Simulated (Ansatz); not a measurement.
# LaO6: band-structure calculation

LaO6 (Pm-3m, 7 atoms in the cell), computed with DFT PBE, scalar-relativistic, plane waves, PAW, no spin polarisation (Ansatz 0.2.0).

The structure was made by a generator, so it may or may not be a known phase. Figures and captions count atoms from 1; the log counts them from 0 in places.

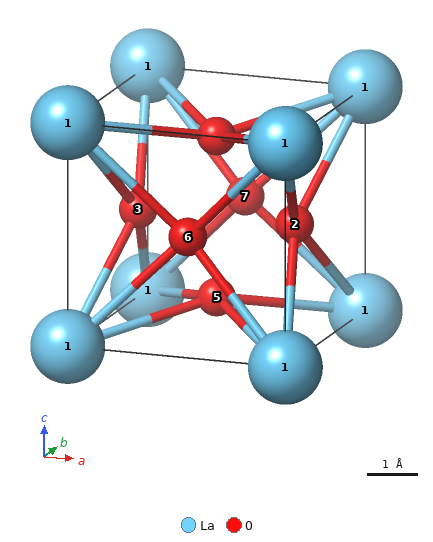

The structure (ball-and-stick view of the cell of the calculation, seen slightly off an axis; atoms are numbered from 1 in the order of the input).

### The input
```yaml
crystal:
  lattice:
    - [4.6930219053, 0.0, 0.0]
    - [0.0, 4.6930219053, 0.0]
    - [0.0, 0.0, 4.6930219053]
  atoms:
    - { symbol: La, position: [0.0, 0.0, 0.0] }
    - { symbol: O, position: [0.8595631389, 0.5, 0.5] }
    - { symbol: O, position: [0.1404368611, 0.5, 0.5] }
    - { symbol: O, position: [0.5, 0.5, 0.8595631389] }
    - { symbol: O, position: [0.5, 0.5, 0.1404368611] }
    - { symbol: O, position: [0.5, 0.1404368611, 0.5] }
    - { symbol: O, position: [0.5, 0.8595631389, 0.5] }
basis:
  ecutwfc: 420
kpoints:
  mp_grid: { grid: [8, 8, 8] }
  band_path:
    path:
      - [[0.0, 0.0, 0.0], [0.0, 0.5, 0.0], [0.5, 0.5, 0.0], [0.0, 0.0, 0.0], [0.5, 0.5, 0.5], [0.0, 0.5, 0.0]]
      - [[0.5, 0.5, 0.5], [0.5, 0.5, 0.0]]
    npoints: 14
hamiltonian:
  xc: pbe
scf:
  occupations: { method: gaussian, width: 0.1 }
  n_extra_bands: 17
output:
  forces: true
  stress: true
  eigenvalues: true
  populations: true
  dos: { projected: true, de: 0.02, nscf_kmesh: { grid: [10, 10, 10] } }
  bader: true
  write_density: true
  write_potential: true
  elf: true
  volumetric_format: npy
```

Machine: 1 thread of Arm Neoverse V1, 24 GiB of memory available, shared host.

Launched with:
```bash
ansatz run input.yaml --threads 1 --pin off --max-ram 2048MiB --backend cpu --events-out ev --progress --plain --runs-dir out
```

### What the program printed
```
La: projections on atomic orbitals take those of the free atom [Kr 4d10] 4f0 5s2 5p6 5d1 6s2, of charge +0.00 (hamiltonian.pseudopotentials.projection_atoms); the dataset's partial waves leave at most 1.9e-5 of an orbital's norm unspanned inside its sphere
scf.n_extra_bands = 17 over 24 filled bands (N_el = 47.0): the run solves 41 bands
Engine: ansatz 0.2.0, aarch64-unknown-linux-gnu
Pseudopotentials: kind: paw
Pseudopotential: La, paw, valence charge 11, recommended cutoff 420 eV (normal), La.paw.azcp
Pseudopotential: O, paw, valence charge 6, recommended cutoff 420 eV (normal), O.paw.azcp
Functional definition: PBE
  parameter kappa = 0.804
  parameter beta = 0.06672455060314922
  exchange = pbe_x(kappa = kappa, mu = beta*pi^2/3)
  correlation = pbe_c(beta = beta)
Crystal: 7 atoms, lattice volume = 103.361 Å³
Basis set: ecut = 420 eV, 2007 PW (Γ), exchange–correlation on 64×64×64 points (8 copies of the dense FFT grid, shifted against one another)
Bands: 41, of which v1, the nominal top of the filled ones, is band 24 counted from 1 (23 counted from 0)
Symmetry: 48 space group operations
Space group: Pm-3m (ITA 221), of the structure as read, at distance tolerance 4.7e-5 Å
k-points: 35 of 512
Non-local potential: La, projectors of the file, l = 0: 3, l = 1: 2, l = 2: 2, l = 3: 3
Non-local potential: O, projectors of the file, l = 0: 2, l = 1: 2, l = 2: 1
PAW form: soft (Blöchl's): semilocal exchange-correlation on the pseudo side does not see the compensation charge
PAW one-centre angular grid: La, 590 points (default); XC on 64 Gauss nodes
PAW one-centre angular grid: O, 110 points (default); XC on 64 Gauss nodes
Initial density: superposition of atomic densities (neutral atoms: chi_scale 0, normalization atom), corrected by the library's trained network
Initial wavefunctions: pseudopotential atomic-orbital guess
Functional: x = pbe(κ = 0.804, μ = 0.2195149727645171), c = pbe(β = 0.06672455060314922)
SCF iter   1: F=—  HF=-9640.762492 eV  |F-HF|=—  |Δ(HF+E_count)|=         —  Δρ=1.86e-1  dr2=5.56e1  ethr=1.77e-3  ⟨swp⟩=6.2  Hψ=6060  notcnv=0
preconditioner: auto → Kerker (q_TF=auto, 2.392 Å⁻¹)  [metal: Δε(μ)=0.001 eV  Ē_g=12.255 eV  σ=0.100 eV  W_gap=0.00  n_scr=26 (ndim 8)  ℏωp=24.5 eV  f_vac=0.005  D(μ)=39.63/eV (n_scr^D=1020)]
SCF iter   2: F=—  HF=-9640.164191 eV  |F-HF|=—  |Δ(HF+E_count)|=   5.98e-1  Δρ=8.01e-2  dr2=1.04e1  ethr=1.77e-3  ⟨swp⟩=2.0  Hψ=1978  notcnv=0  defer=41
SCF iter   3: F=—  HF=-9640.003315 eV  |F-HF|=—  |Δ(HF+E_count)|=   1.61e-1  Δρ=2.59e-2  dr2=1.05e0  ethr=1.77e-3  ⟨swp⟩=1.9  Hψ=1431  notcnv=0  defer=41
SCF iter   4: F=—  HF=-9639.978925 eV  |F-HF|=—  |Δ(HF+E_count)|=   2.44e-2  Δρ=8.84e-3  dr2=1.26e-1  ethr=1.77e-3  ⟨swp⟩=1.2  Hψ=1329  notcnv=0  defer=41
SCF iter   5: F=—  HF=-9639.977326 eV  |F-HF|=—  |Δ(HF+E_count)|=   1.60e-3  Δρ=3.05e-3  dr2=1.31e-2  ethr=2.67e-4  ⟨swp⟩=1.7  Hψ=1366  notcnv=0  defer=115
SCF iter   6: F=—  HF=-9639.977489 eV  |F-HF|=—  |Δ(HF+E_count)|=   1.63e-4  Δρ=1.10e-3  dr2=1.43e-3  ethr=2.79e-5  ⟨swp⟩=2.0  Hψ=2299  notcnv=0  defer=115
SCF iter   7: F=—  HF=-9639.977574 eV  |F-HF|=—  |Δ(HF+E_count)|=   8.47e-5  Δρ=1.55e-4  dr2=1.84e-5  ethr=3.03e-6  ⟨swp⟩=1.7  Hψ=1382  notcnv=0  defer=115
SCF iter   8: F=—  HF=-9639.977300 eV  |F-HF|=—  |Δ(HF+E_count)|=   2.74e-4  Δρ=7.19e-5  dr2=9.36e-6  ethr=3.91e-8  ⟨swp⟩=2.1  Hψ=2186  notcnv=0  defer=104
SCF iter   9: F=—  HF=-9639.977300 eV  |F-HF|=—  |Δ(HF+E_count)|=   6.98e-7  Δρ=6.30e-5  dr2=7.39e-6  ethr=1.99e-8  ⟨swp⟩=1.1  Hψ=1326  notcnv=0  defer=104
SCF iter  10: F=—  HF=-9639.977300 eV  |F-HF|=—  |Δ(HF+E_count)|=   6.56e-9  Δρ=4.69e-5  dr2=3.66e-6  ethr=1.57e-8  ⟨swp⟩=1.1  Hψ=1324  notcnv=0  defer=104
SCF iter  11: F=—  HF=-9639.977300 eV  |F-HF|=—  |Δ(HF+E_count)|=   1.45e-7  Δρ=1.20e-5  dr2=2.35e-7  ethr=7.78e-9  ⟨swp⟩=1.0  Hψ=1321  notcnv=0  defer=104
SCF iter  12: F=-9639.977300 eV  HF=-9639.977300 eV  |F-HF|=5.66e-10  |Δ(HF+E_count)|=   6.12e-9  Δρ=1.00e-6  dr2=1.36e-9  ethr=2.13e-10  ⟨swp⟩=12.0  Hψ=7457  notcnv=0
SCF 1 converged in 12 iterations: F = -9639.977300 eV  dr2 = 1.36e-9
  greatest PAW one-centre occupation: 0.966 electrons in one spin orbital (limit 2), on the La atom at site 0 (counted from 0), in its partial waves of l = 0
```

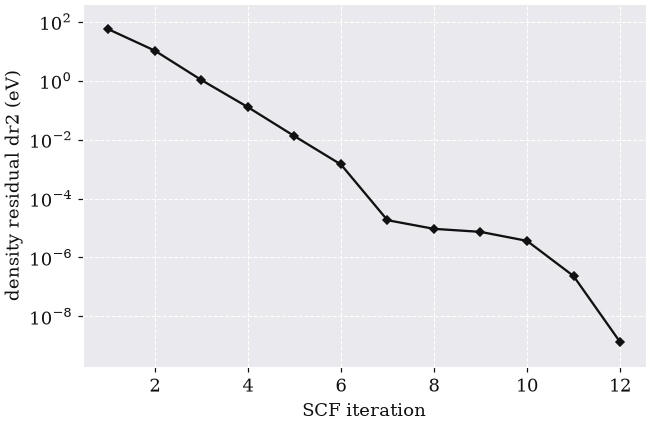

Convergence of the self-consistent field: density residual dr2 against the SCF iteration. The residual falls at every step.

```
NSCF: frozen V_eff on 86 k-points
NSCF: frozen V_eff on 56 k-points
SCF converged after 12 iterations
Free energy (F): -9639.977300 eV
Harris-Foulkes:  -9639.977300 eV  (|F-HF|=5.66e-10)
Internal energy: -9639.942938 eV  (E = F + TS)
E sigma→0 (E₀):  -9639.960119 eV
Entropy (-TS):   -0.034362 eV (-4.909 meV/atom)
Fermi energy:    7.279578 eV
--- Per-component energies (eV) ---
  E_band       = -198.027190
  E_kinetic    = 1216.543718
  E_local      = -2919.433718  (includes V_loc(G=0)·N_el)
  E_nonlocal   = 396.369697
  E_hartree    = 1041.362522
  E_xc         = -570.270392
  E_vxc        = -696.590325  (∫ρ·V_xc dr)
  E_paw        = -6364.787729  (= ΣΔE_a)
  E_vpaw       = -277.654906  (= ΣTr[D̂ρ^β])
  E_aug_tail   = 0.013508  (compensation charges beyond the density's cutoff)
  E_ewald      = -2439.740545
  E_smearing   = -0.034362  (= −TS)
  E_closure    = -0.000000  (closes the sum)
  Σ components = -9639.977300   (vs F -9639.977300, Δ=0.00e0)
--- Forces (eV/Å), atoms counted from 1 ---
  atom   1  La    -0.00000000     0.00000000    -0.00000000
  atom   2  O      0.00977364    -0.00000000     0.00000000
  atom   3  O     -0.00977364     0.00000000     0.00000000
  atom   4  O      0.00000000     0.00000000     0.00977364
  atom   5  O      0.00000000     0.00000000    -0.00977364
  atom   6  O     -0.00000000    -0.00977364     0.00000000
  atom   7  O      0.00000000     0.00977364     0.00000000
  max |Σ_I F_I| component: 6.94e-18 eV/Å
--- Stress (GPa, compression-positive) ---
        0.039500       0.000000       0.000000
        0.000000       0.039500       0.000000
        0.000000       0.000000       0.039500
  P = ⅓ Tr σ = 0.0395 GPa (0.395 kbar)
--- Band table (eV; the first three rows and the last of 35) ---
  k-point 0: bands = ["-27.6899", "-17.5177", "-16.9557", "-16.9557", "-11.3046", "-11.3046", "-11.3046", "-7.3319", "-7.3319", "-7.3319", "-2.0153", "0.9209", "0.9209", "0.9209", "1.2823", "1.2823", "1.2823", "2.0180", "2.0180", "5.0905", "5.0905", "5.0905", "7.1666", "7.1666", "7.5495", "7.5863", "7.5863", "7.5863", "7.6122", "7.6122", "7.6122", "7.8330", "8.1970", "8.1970", "8.1970", "8.9564", "8.9564", "8.9564", "14.7845", "14.7845", "14.7845"]
  k-point 1: bands = ["-27.6894", "-17.5016", "-16.9758", "-16.9554", "-11.3065", "-11.3026", "-11.3026", "-7.3536", "-7.3310", "-7.3310", "-1.8990", "0.7817", "0.9050", "0.9050", "1.2262", "1.2262", "1.2504", "2.0149", "2.0199", "5.1030", "5.2403", "5.2403", "7.2453", "7.2570", "7.5588", "7.5842", "7.5842", "7.6078", "7.6095", "7.6095", "7.6185", "8.0433", "8.0974", "8.0974", "8.1967", "8.9123", "8.9916", "8.9916", "14.7471", "14.8001", "14.8001"]
  k-point 2: bands = ["-27.6881", "-17.4568", "-17.0303", "-16.9546", "-11.3112", "-11.2977", "-11.2977", "-7.4039", "-7.3288", "-7.3288", "-1.5769", "0.4286", "0.8654", "0.8654", "1.1018", "1.1018", "1.1762", "1.9845", "2.0244", "5.1337", "5.6370", "5.6370", "7.4002", "7.4175", "7.5612", "7.5612", "7.5844", "7.6036", "7.6036", "7.6537", "7.7133", "7.8306", "7.8306", "8.1971", "8.6946", "8.8030", "9.0771", "9.0771", "14.4887", "14.8378", "14.8378"]
  k-point 34: bands = ["-27.6799", "-17.1372", "-17.1372", "-17.1372", "-11.3609", "-11.3609", "-11.3609", "-9.0473", "-6.3188", "-6.3188", "-0.0526", "-0.0526", "-0.0526", "0.2852", "0.2852", "0.2852", "2.1022", "2.1022", "2.1022", "6.2821", "6.2821", "6.2821", "7.1077", "7.1077", "7.1077", "7.5072", "7.5072", "7.5072", "7.5472", "7.6231", "7.6231", "7.6231", "8.8080", "8.8080", "8.8080", "9.2198", "9.2198", "11.2673", "12.0267", "13.9124", "13.9124"]
--- Löwdin populations: 7 sites ---
  site symbol       q [e]
     0     La      9.5021
     1      O      6.2122
     2      O      6.2122
     3      O      6.2122
     4      O      6.2122
     5      O      6.2122
     6      O      6.2122
  spilling = 0.004781 (of n_electrons = 47.000000)
--- Bader charges: 7 sites ---
  site symbol  charge [e]  shift [e]
     0     La      2.0700     0.0000
     1      O     -0.3450     0.0000
     2      O     -0.3450     0.0000
     3      O     -0.3450     0.0000
     4      O     -0.3450     0.0000
     5      O     -0.3450     0.0000
     6      O     -0.3450     0.0000
  estimated error of the sums over rays = 1.4e-4 e
```

### File bader_charges.tsv
```
# site	symbol	x_ang	y_ang	z_ang	partial_charge_e	electrons	volume_ang3	relative_density_drop	shared_charge_e	partial_wave_shift_e
# quadrature_error_electrons = 1.4e-4
0	La	0.0000	0.0000	0.0000	2.06998	54.93002	28.77	-	2.06998	0.00000
1	O	4.0339	2.3465	2.3465	-0.34500	8.34500	12.43	-	-0.34500	0.00000
2	O	0.6591	2.3465	2.3465	-0.34500	8.34500	12.43	-	-0.34500	0.00000
3	O	2.3465	2.3465	4.0339	-0.34500	8.34500	12.43	-	-0.34500	0.00000
4	O	2.3465	2.3465	0.6591	-0.34500	8.34500	12.43	-	-0.34500	0.00000
5	O	2.3465	0.6591	2.3465	-0.34500	8.34500	12.43	-	-0.34500	0.00000
6	O	2.3465	4.0339	2.3465	-0.34500	8.34500	12.43	-	-0.34500	0.00000
```

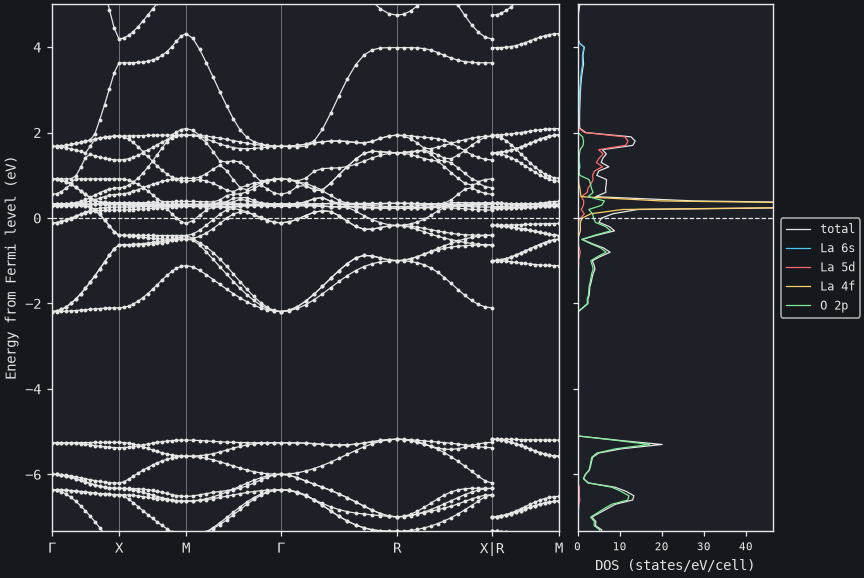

Band structure along Γ–X–M–Γ–R–X|R–M and density of states (projected on Löwdin-orthogonalised atomic shells), with energies from the Fermi level. Bands cross the Fermi level: a metal at this level of theory.

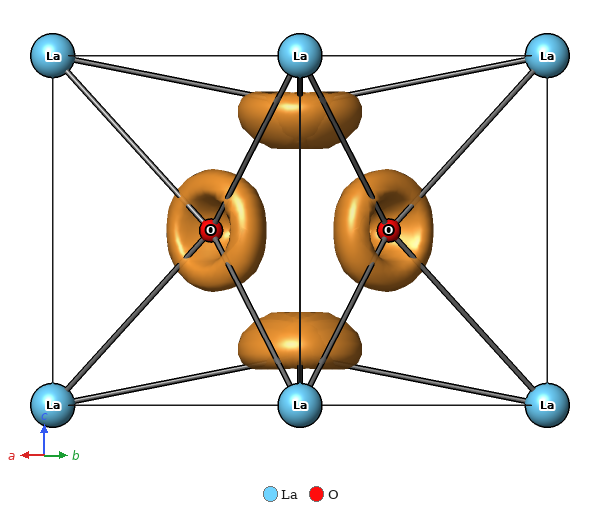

Isosurface of the ELF at 0.8 (orange), seen along [110]. Core shells and regions of very low density are left out. Sticks mark near contacts. The outline is the cell set on symmetry axes. Along the contacts the grid gives the following. O–O (1.32 Å): the ELF peaks at about 0.75 between the atoms, which marks localised, shared-pair bonding. La–O (3.38 Å): the ELF is about 0 at the midpoint (a polar contact without a shared pair, in a metal). In a PAW calculation such maps are meaningful between the atoms, not at the nuclei.

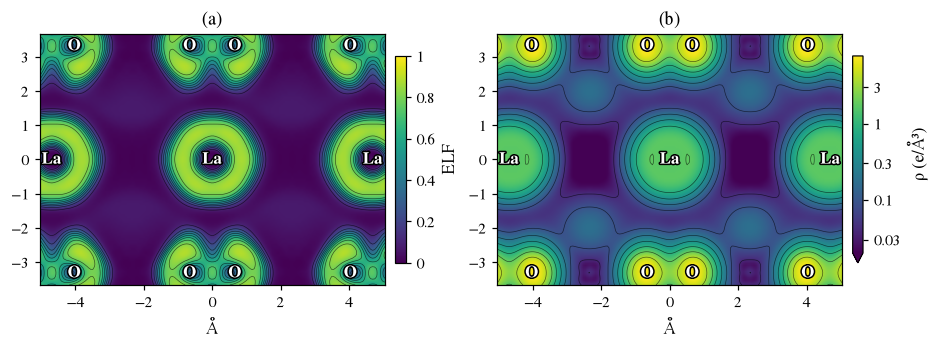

(a) ELF; (b) valence electron density on the (101) plane of the conventional cell. The plane passes through La and O nuclei. O–O (1.32 Å): the density is about 2.7 e/Å³ at the midpoint; the ELF peaks at about 0.75 between the atoms, as expected for localised, shared-pair bonding. La–O (3.38 Å): ρ at the midpoint is about 0.05 e/Å³; the ELF is about 0 at the midpoint; a polar contact without a shared pair, in a metal. Away from the nuclei the density in this plane falls to 0.01 e/Å³ at its lowest. The strong features right at La lie inside the PAW spheres (semicore, d or f shells) and say nothing about bonding.

### Key numbers

```json
{"quantity": "outcome", "value": "converged"}
{"quantity": "space group (tolerance 0.01 Å)", "value": "Pm-3m (221)"}
{"quantity": "electrons treated", "value": "47"}
{"quantity": "free energy", "value": "−9639.9773 eV"}
{"quantity": "Fermi energy", "value": "7.280 eV"}
{"quantity": "gap on the k-point mesh", "value": "none (metallic)"}
{"quantity": "pressure", "value": "0.04 GPa"}
{"quantity": "largest force (length of the vector)", "value": "0.010 eV/Å"}
{"quantity": "wall time", "value": "57 s"}
{"quantity": "peak memory", "value": "0.47 GiB"}
```

### Notes

The cell holds an odd number of electrons but the run has no spin polarisation, so it comes out as a metal.
